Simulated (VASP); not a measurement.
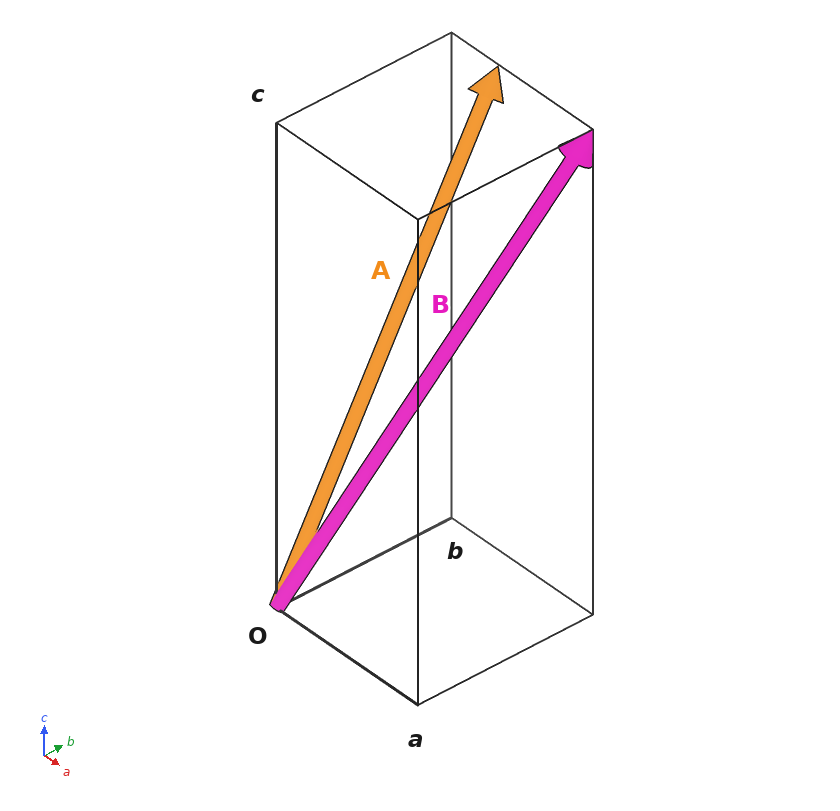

Each arrow starts at a corner of the unit cell and ends on its surface; where a tip isn't a corner, dashed lines run from it parallel to the axes. Crystal: GaN, the end point of a relaxation with VASP Kohn-Sham DFT of a periodic cell, r2SCAN, VASP PAW PBE potentials, recommended in VASP. The drawing is computed from the coordinates (standard cell, symmetry found to 0.002 Å).

a = 3.188 Å, b = 3.188 Å, c = 5.196 Å, α = 90.00°, β = 90.00°, γ = 120.00°.

**Index the directions.**

Arrow A runs from (0, 0, 0) to (1/3, 1, 1), so [1 3 3], in four indices [−1 5 −4 9]; Arrow B runs from (0, 0, 0) to (1, 1, 1), so [1 1 1], in four indices [1 1 −2 3].

**How long is the vector ua + vb + wc in each case, and what angles do the directions make?**

A 17.724 Å; B 6.096 Å. A–B: 20.3°.

**In P6_3mc (No. 186), how many directions are equivalent to A (Laue class 6/mmm, both senses counted)?**

24.
